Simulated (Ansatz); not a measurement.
**Run report: GaN, geometry relaxation (part 3 of 3)**

The same run, continued: GaN (P1, 36 atoms in the cell); DFT PBEsol, scalar-relativistic, plane waves, PAW, no spin polarisation (Ansatz 0.2.0); cutoff 420 eV, 2×2×2 k-mesh, Gaussian smearing of 0.02 eV. The structure derives from a Materials Project entry. It belongs to a series of runs on one base structure; here: the perfect supercell shaken and relaxed.

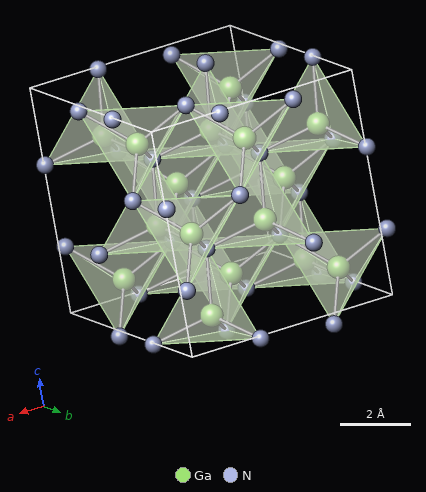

Figure 1. The geometry at step 3 of the log (polyhedral view of the cell of the calculation, seen at an oblique angle; polyhedra are completed across the faces of the cell).

**The program's output, continued**
```
  k-point 3: bands = ["-6.1076", "-5.7580", "-5.6518", "-5.6512", "-5.5607", "-5.4468", "-5.4462", "-5.4124", "-5.3972", "-5.3464", "-5.3460", "-5.3424", "-5.3418", "-5.3012", "-5.3007", "-5.2914", "-5.2909", "-5.2869", "-3.8310", "-3.8170", "-3.8169", "-3.8112", "-3.8107", "-3.8083", "-3.7906", "-3.7893", "-3.7805", "-3.7803", "-3.7790", "-3.7790", "-3.7724", "-3.7724", "-3.7688", "-3.7682", "-3.7522", "-3.7521", "-3.7431", "-3.7395", "-3.7394", "-3.7350",
      "-3.7348", "-3.7219", "-3.7219", "-3.7209", "-3.7183", "-3.7183", "-3.7092", "-3.7091", "-3.6684", "-3.6683", "-3.6542", "-3.6542", "-3.6514", "-3.6337", "-3.6293", "-3.6292", "-3.6151", "-3.6150", "-3.6127", "-3.6126", "-3.6081", "-3.6073", "-3.6063", "-3.6062", "-3.5971", "-3.5970", "-3.5945", "-3.5871", "-3.5835", "-3.5835", "-3.5794", "-3.5794", "-3.5451", "-3.5360", "-3.5359", "-3.5355", "-3.5300", "-3.5234", "-3.5234", "-3.5202",
      "-3.5201", "-3.5183", "-3.5151", "-3.5150", "-3.5067", "-3.5067", "-3.4978", "-3.4955", "-3.4954", "-3.4863", "-3.4762", "-3.4063", "-3.2505", "-3.2504", "-3.0751", "-2.4918", "-2.4917", "-2.2729", "-2.2304", "-2.2304", "-2.1611", "-2.1609", "-2.1072", "-1.9869", "-1.9867", "-1.8789", "-1.5844", "-1.5842", "2.8226", "2.9790", "3.2895", "3.2899", "3.4813", "3.4817", "3.5935", "3.5939", "3.6803", "3.9435", "3.9444", "4.4549",
      "4.4551", "4.9740", "5.4523", "5.4527", "5.5832", "5.5839", "5.9896", "5.9899", "6.1364", "6.1373", "6.1527", "6.2470", "6.2473", "6.2837", "6.7947", "6.7950", "6.8913", "7.0664", "7.1467", "7.1469", "7.5620", "7.5627", "7.6378", "7.6385", "7.6507", "7.7899", "7.7904", "7.7976", "7.9029", "8.0776", "8.1757", "8.1765", "8.2694", "8.2698", "8.2808", "8.3092", "8.5149", "8.6875", "8.6883", "8.8555",
      "9.2504", "9.3531", "13.0900", "13.8327", "14.3593", "14.5147", "14.5156", "14.6055", "14.7342", "14.7353", "15.0087", "15.1257", "15.1979", "15.1983", "15.3166", "15.3171", "15.9961", "15.9968", "16.1894", "16.1900", "16.3789", "16.3793", "16.8351", "16.8358", "17.1182", "17.1535", "17.3433", "17.3443", "17.3645", "17.3652", "17.3944", "17.5191", "17.6641", "17.8703", "17.8709", "17.8713", "17.8716", "18.3781"]
--- Relaxed structure (4 steps of the walk, 4 accepted, 0 SCFs on fresh bases) ---
  F+E_penalty+E_count = -74211.22934985 eV   max|allowed force component| = 1.990e-2 eV/Å
  atoms:
    - { symbol: Ga, position: [0.057006717376827665, 0.05694451915841524, 0.38770054584046] }
    - { symbol: Ga, position: [0.39052437697232983, 0.056990687258528655, 0.05434991110967251] }
    - { symbol: Ga, position: [0.7237302190239717, 0.39032819849825945, 0.3877354378495104] }
    - { symbol: Ga, position: [0.3903831854449145, 0.7236743009201301, 0.387743748749345] }
    - { symbol: Ga, position: [0.0571535502208758, 0.3903242222642334, 0.05438831681806838] }
    - { symbol: Ga, position: [0.7238310452732879, 0.05705613948625021, 0.7210593804556359] }
    - { symbol: Ga, position: [0.3904367987634764, 0.3903094737844609, 0.7209892082798077] }
    - { symbol: Ga, position: [0.7236685000576828, 0.7235889303354964, 0.05439189550346013] }
    - { symbol: Ga, position: [0.05709974465215406, 0.7236979931834451, 0.7211185113775644] }
    - { symbol: Ga, position: [0.11264839216154965, 0.7792487565455939, 0.10996220627537012] }
    - { symbol: Ga, position: [0.44601204491075375, 0.7792241308190208, 0.7766078550592789] }
    - { symbol: Ga, position: [0.7793088073146275, 0.11253332877638306, 0.10997340146681023] }
    - { symbol: Ga, position: [0.44594500814964244, 0.4458361663919561, 0.10997219598093563] }
    - { symbol: Ga, position: [0.1127364025752021, 0.11256565937489232, 0.7766198036905652] }
    - { symbol: Ga, position: [0.779301736942523, 0.7791944778539353, 0.44332613159191114] }
    - { symbol: Ga, position: [0.44595934756689976, 0.11241308719651771, 0.4432975678549773] }
    - { symbol: Ga, position: [0.7793367057808667, 0.44588740630200707, 0.7765916821536857] }
    - { symbol: Ga, position: [0.11264998393003223, 0.4458896301659625, 0.4432383264511801] }
    - { symbol: N, position: [0.9314831417690334, 0.9313948326130203, 0.26223477495689235] }
    - { symbol: N, position: [0.2648993804856626, 0.931429906987383, 0.9288746738387743] }
    - { symbol: N, position: [0.5981887893087492, 0.26468239475936584, 0.26223890797443794] }
    - { symbol: N, position: [0.2648951450480803, 0.5981147578626597, 0.2622178124251418] }
    - { symbol: N, position: [0.9315475504416033, 0.26477602014115664, 0.928866997133198] }
    - { symbol: N, position: [0.5982313573673608, 0.9314397309349862, 0.5955837464162602] }
    - { symbol: N, position: [0.26491403558039667, 0.2648054448666174, 0.595511889705114] }
    - { symbol: N, position: [0.598241400996953, 0.5981301723210836, 0.9289364187469996] }
    - { symbol: N, position: [0.931605529979364, 0.5981184475584211, 0.595554384995968] }
    - { symbol: N, position: [0.3203838305168241, 0.9869864387456766, 0.3177260526963426] }
    - { symbol: N, position: [0.6537827081672121, 0.9869920473761491, 0.9844136548322926] }
    - { symbol: N, position: [0.9870476339481714, 0.3203315501207831, 0.3177789606289788] }
    - { symbol: N, position: [0.6537402780850603, 0.6536498194766153, 0.31786319338029384] }
    - { symbol: N, position: [0.3203922335678693, 0.3203611556429776, 0.9844116652885198] }
    - { symbol: N, position: [0.9871696470111927, 0.9869994429890362, 0.6510623860099567] }
    - { symbol: N, position: [0.6537791012505779, 0.3203536820076415, 0.6511293594988853] }
    - { symbol: N, position: [0.9870959883867528, 0.6536706934968841, 0.9844843437110565] }
    - { symbol: N, position: [0.3204953736715169, 0.6536427010840535, 0.6511675479526484] }
```

**Trajectory as extended XYZ (Å, eV, eV/Å), 4 frames, from step=1 to step=4**
```
36
Lattice="-4.7742 2.7564 -5.1852 4.7742 2.7564 -5.1852 0.0000 -5.5128 -5.1852" Properties=species:S:1:pos:R:3:forces:R:3 step=1 energy=-74209.37586
Ga   -0.0020   -1.9002   -2.5298   -0.1532   1.7440  -1.3610
Ga   -1.6487    0.9651   -2.5698    1.7970  -1.1795  -0.9052
Ga   -1.6509    0.9483   -7.7595    1.0967  -0.0995  -0.0382
Ga    1.5720    0.9202   -7.7910   -0.0548   0.2488  -0.7900
Ga    1.5304    0.9056   -2.5946    1.6206  -0.0475  -0.4623
Ga   -3.0939   -1.7683   -7.8517   -1.7192  -1.3831   1.0599
Ga   -0.0240   -1.8513   -7.7325    0.8692   0.7494  -1.5396
Ga    0.0181    3.6646   -7.6497   -0.3264   0.2527  -3.9091
Ga    3.1919   -1.8163   -7.7692   -0.3035  -0.8365  -0.3679
Ga    3.2244    1.8292   -5.2318   -0.4055   0.2424   0.3388
Ga    1.5847   -0.9383  -10.3935    0.4123   0.8505   0.6493
Ga   -3.1773    1.8211   -5.2123   -0.3549   1.0467   0.7710
Ga   -0.0344    1.9209   -5.1980    0.4655  -1.3263   0.4335
Ga    0.0085   -3.6901   -5.2032   -0.4966   0.8164   0.4847
Ga   -0.0068    1.9015  -10.3969    0.3215  -1.4443   0.8665
Ga   -1.6256   -0.9982   -5.2392    0.4208   1.4894   1.7289
Ga   -1.5885   -0.9561  -10.3986   -0.4186   1.9135   0.1357
Ga    1.5560   -0.8594   -5.2220    0.5303  -0.3862   0.5663
N     0.0668    3.6615  -11.0127   -0.7955   0.8501   0.0403
N     3.1566   -1.7947  -11.0518    0.7157  -0.6703   0.7839
N    -1.6598    0.9344   -5.7723    1.6909  -0.4865  -0.9896
N     1.6079    0.9464   -5.8858   -0.6591   0.4848   0.8658
N    -3.1852   -1.7659  -11.0486   -0.0510  -1.1444   0.5760
N     1.6128    0.8996  -10.9936   -1.0886   0.0832  -1.1879
N    -0.0254   -1.7805   -5.8700    0.5130  -0.7910   0.9927
N    -0.0047   -1.7553  -11.0338   -0.0163  -0.9615   1.6098
N    -1.5754    0.9789  -11.0124   -0.5324  -0.6923  -0.0173
N     3.1701    1.8449   -8.3904    0.5353   0.0146  -0.3474
N     1.6716   -0.9244  -13.6386   -1.9721   1.1081   0.1896
N    -3.1502    1.8505   -8.4128   -1.5569  -0.1551  -0.4283
N    -0.0505    1.8356   -8.4325    0.5241   0.3297   0.5315
N     0.0771   -3.6541   -8.3898   -1.9974   0.4282  -0.9517
N    -0.0044    1.8645  -13.5623    0.6333  -0.9238  -1.1423
N    -1.6004   -0.8788   -8.4634    1.1717   0.0539   0.0960
N    -1.6043   -0.9566  -13.6666    0.5601   0.5013   1.0086
N     1.6441   -0.8834   -8.4751   -0.9757  -0.6801   0.7088
36
Lattice="-4.7742 2.7564 -5.1852 4.7742 2.7564 -5.1852 0.0000 -5.5128 -5.1852" Properties=species:S:1:pos:R:3:forces:R:3 step=2 energy=-74210.71621
Ga   -0.0113   -1.8680   -2.5743    0.1437   0.9683  -0.5158
Ga   -1.6392    0.9427   -2.5881    1.1538  -0.4727  -0.3124
Ga   -1.6128    0.9534   -7.8141    0.5169  -0.3360   0.3287
Ga    1.5968    0.9211   -7.7871   -0.1442   0.1721  -0.3260
Ga    1.5525    0.9286   -2.6055    0.9083  -0.0912   0.0726
Ga   -3.1436   -1.7977   -7.8194   -0.8100  -0.6479   0.6203
Ga   -0.0048   -1.8456   -7.7442    0.2705   0.5820  -0.9389
Ga   -0.0023    3.6811   -7.7108    0.0238   0.1895  -1.8132
Ga    3.1829   -1.8092   -7.7818   -0.0353  -0.4411  -0.1740
Ga    3.1928    1.8375   -5.1895   -0.0301   0.2466  -0.1685
Ga    1.5897   -0.9110  -10.3773    0.0905   0.3274   0.0417
Ga   -3.1766    1.8036   -5.1999   -0.1780   0.8959   0.1962
Ga   -0.0131    1.8677   -5.1925    0.1344  -0.3706   0.0312
Ga    0.0073   -3.6796   -5.2078   -0.2482   0.4501   0.2130
Ga   -0.0133    1.8834  -10.3814    0.4013  -0.7091   0.2895
Ga   -1.6082   -0.9451   -5.2088    0.2621   0.9114   0.6631
Ga   -1.5906   -0.9300  -10.3882   -0.1656   0.7847   0.0267
Ga    1.5789   -0.8843   -5.1993    0.1876  -0.2323   0.2222
N     0.0250    3.6755  -11.0237   -0.4600   0.3884   0.1238
N     3.1665   -1.8085  -11.0397    0.2997  -0.3773   0.4865
N    -1.6224    0.9463   -5.8379    0.8370  -0.4690  -0.1862
N     1.6018    0.9289   -5.8594   -0.3071   0.3476   0.4782
N    -3.1822   -1.8019  -11.0300   -0.0625  -0.6383   0.1821
N     1.6121    0.9329  -10.9964   -0.7709  -0.1318  -0.7147
N    -0.0134   -1.7873   -5.8496    0.3113  -0.6391   0.5874
N    -0.0023   -1.7954  -11.0336    0.0872  -0.4398   0.9528
N    -1.5807    0.9580  -11.0245   -0.2969  -0.4058   0.1843
N     3.1823    1.8501   -8.4051    0.2141   0.0031  -0.2988
N     1.6322   -0.9176  -13.6220   -1.1710   0.5077   0.0673
N    -3.1689    1.8560   -8.4129   -0.7992  -0.0995  -0.3859
N    -0.0007    1.8489   -8.4246    0.0370   0.1630   0.1188
N     0.0380   -3.6555   -8.4067   -1.1132   0.0528  -0.4771
N    -0.0036    1.8626  -13.5990    0.2677  -0.5318  -0.4877
N    -1.6051   -0.9120   -8.4411    0.7882   0.3217  -0.0265
N    -1.5951   -0.9138  -13.6291    0.1822   0.0852   0.4945
N     1.6119   -0.8945   -8.4509   -0.5242  -0.3635   0.4443
36
Lattice="-4.7742 2.7564 -5.1852 4.7742 2.7564 -5.1852 0.0000 -5.5128 -5.1852" Properties=species:S:1:pos:R:3:forces:R:3 step=3 energy=-74211.22931
Ga   -0.0003   -1.8232   -2.6012   -0.0001   0.0029  -0.0086
Ga   -1.5924    0.9339   -2.6023    0.0078  -0.0069   0.0029
Ga   -1.5917    0.9333   -7.7871   -0.0008  -0.0032   0.0023
Ga    1.5912    0.9332   -7.7871   -0.0037  -0.0053  -0.0035
Ga    1.5906    0.9336   -2.6023    0.0078  -0.0075   0.0048
Ga   -3.1833   -1.8226   -7.7879   -0.0026  -0.0049   0.0048
Ga   -0.0006   -1.8226   -7.7868    0.0014  -0.0062  -0.0081
Ga   -0.0004    3.6894   -7.7864   -0.0035  -0.0019  -0.0201
Ga    3.1825   -1.8232   -7.7877   -0.0066  -0.0021   0.0008
Ga    3.1825    1.8522   -5.1948   -0.0016  -0.0033   0.0016
Ga    1.5908   -0.9040  -10.3800   -0.0026  -0.0070  -0.0028
Ga   -3.1833    1.8520   -5.1946   -0.0013   0.0019   0.0000
Ga   -0.0005    1.8518   -5.1943   -0.0024   0.0018  -0.0048
Ga   -0.0008   -3.6603   -5.1952    0.0048  -0.0033   0.0038
Ga   -0.0005    1.8519  -10.3798   -0.0019  -0.0033  -0.0011
Ga   -1.5924   -0.9047   -5.1939    0.0056   0.0012  -0.0063
Ga   -1.5920   -0.9040  -10.3798    0.0008  -0.0045  -0.0066
Ga    1.5910   -0.9039   -5.1944   -0.0006  -0.0063  -0.0010
N    -0.0004    3.6892  -11.0191   -0.0006   0.0061  -0.0033
N     3.1822   -1.8231  -11.0196    0.0007   0.0022  -0.0037
N    -1.5922    0.9327   -5.8339    0.0053   0.0040  -0.0043
N     1.5909    0.9332   -5.8345    0.0012   0.0030   0.0031
N    -3.1833   -1.8231  -11.0195   -0.0026   0.0001  -0.0016
N     1.5908    0.9330  -11.0199   -0.0002   0.0041  -0.0033
N    -0.0005   -1.8228   -5.8345   -0.0026   0.0011   0.0050
N    -0.0005   -1.8234  -11.0201   -0.0015   0.0004   0.0154
N    -1.5921    0.9334  -11.0200    0.0020   0.0010   0.0012
N     3.1825    1.8521   -8.4264    0.0003   0.0017   0.0021
N     1.5908   -0.9042  -13.6121   -0.0049   0.0021   0.0015
N    -3.1830    1.8518   -8.4268   -0.0050   0.0039   0.0026
N    -0.0004    1.8514   -8.4273    0.0024   0.0098   0.0083
N    -0.0001   -3.6607   -8.4268   -0.0107   0.0056   0.0012
N    -0.0008    1.8524  -13.6123    0.0042  -0.0007  -0.0009
N    -1.5918   -0.9044   -8.4273   -0.0002   0.0038   0.0053
N    -1.5918   -0.9047  -13.6125    0.0035   0.0018   0.0052
N     1.5905   -0.9046   -8.4275    0.0062   0.0057   0.0091
36
Lattice="-4.7742 2.7564 -5.1852 4.7742 2.7564 -5.1852 0.0000 -5.5128 -5.1852" Properties=species:S:1:pos:R:3:forces:R:3 step=4 energy=-74211.22935
Ga   -0.0003   -1.8232   -2.6012   -0.0001   0.0026  -0.0086
Ga   -1.5924    0.9339   -2.6023    0.0077  -0.0067   0.0031
Ga   -1.5917    0.9333   -7.7871   -0.0006  -0.0034   0.0026
Ga    1.5912    0.9332   -7.7871   -0.0039  -0.0052  -0.0029
Ga    1.5906    0.9336   -2.6023    0.0080  -0.0071   0.0051
Ga   -3.1833   -1.8226   -7.7879   -0.0027  -0.0049   0.0047
Ga   -0.0006   -1.8226   -7.7868    0.0012  -0.0063  -0.0075
Ga   -0.0004    3.6894   -7.7864   -0.0035  -0.0018  -0.0199
Ga    3.1825   -1.8232   -7.7877   -0.0062  -0.0022   0.0011
Ga    3.1825    1.8522   -5.1948   -0.0020  -0.0033   0.0018
Ga    1.5908   -0.9040  -10.3800   -0.0028  -0.0072  -0.0032
Ga   -3.1833    1.8520   -5.1946   -0.0009   0.0021   0.0000
Ga   -0.0005    1.8518   -5.1943   -0.0023   0.0018  -0.0051
Ga   -0.0008   -3.6603   -5.1952    0.0049  -0.0031   0.0037
Ga   -0.0005    1.8519  -10.3798   -0.0022  -0.0037  -0.0011
Ga   -1.5924   -0.9047   -5.1939    0.0060   0.0013  -0.0069
Ga   -1.5920   -0.9040  -10.3798    0.0009  -0.0044  -0.0070
Ga    1.5910   -0.9039   -5.1944   -0.0006  -0.0063  -0.0018
N    -0.0004    3.6892  -11.0191   -0.0004   0.0061  -0.0028
N     3.1822   -1.8231  -11.0196    0.0006   0.0024  -0.0040
N    -1.5922    0.9327   -5.8339    0.0053   0.0038  -0.0043
N     1.5909    0.9332   -5.8345    0.0013   0.0027   0.0024
N    -3.1833   -1.8231  -11.0195   -0.0024   0.0005  -0.0020
N     1.5908    0.9330  -11.0199   -0.0001   0.0040  -0.0028
N    -0.0005   -1.8228   -5.8345   -0.0026   0.0020   0.0056
N    -0.0005   -1.8234  -11.0201   -0.0016   0.0010   0.0153
N    -1.5921    0.9334  -11.0200    0.0020   0.0011   0.0009
N     3.1825    1.8521   -8.4264    0.0000   0.0020   0.0021
N     1.5908   -0.9042  -13.6121   -0.0043   0.0022   0.0009
N    -3.1830    1.8518   -8.4268   -0.0044   0.0045   0.0024
N    -0.0004    1.8514   -8.4273    0.0024   0.0095   0.0083
N    -0.0001   -3.6607   -8.4268   -0.0099   0.0052   0.0015
N    -0.0008    1.8524  -13.6123    0.0039  -0.0012  -0.0008
N    -1.5918   -0.9044   -8.4273   -0.0004   0.0041   0.0053
N    -1.5918   -0.9047  -13.6125    0.0030   0.0021   0.0047
N     1.5905   -0.9046   -8.4275    0.0070   0.0058   0.0091
```

**Key numbers**

```csv
quantity,value
outcome,converged
space group (tolerance 0.01 Å),P1 (1) → P6₃mc (186)
electrons treated,324
free energy,−74211.2293 eV
Fermi energy,11.083 eV
gap on the k-point mesh,3.24 eV
final volume,409.41 Å³
largest force (length of the vector) at the end,0.020 eV/Å
final cell,"a = 7.568 Å, b = 7.568 Å, c = 7.568 Å, α = 78.22°, β = 78.22°, γ = 78.22°"
hardware,"8 threads of AMD EPYC (Zen 4), 24 GiB of memory available, shared host"
wall time,21 s (CPU time 2.7 min)
peak memory,1.8 GiB
```
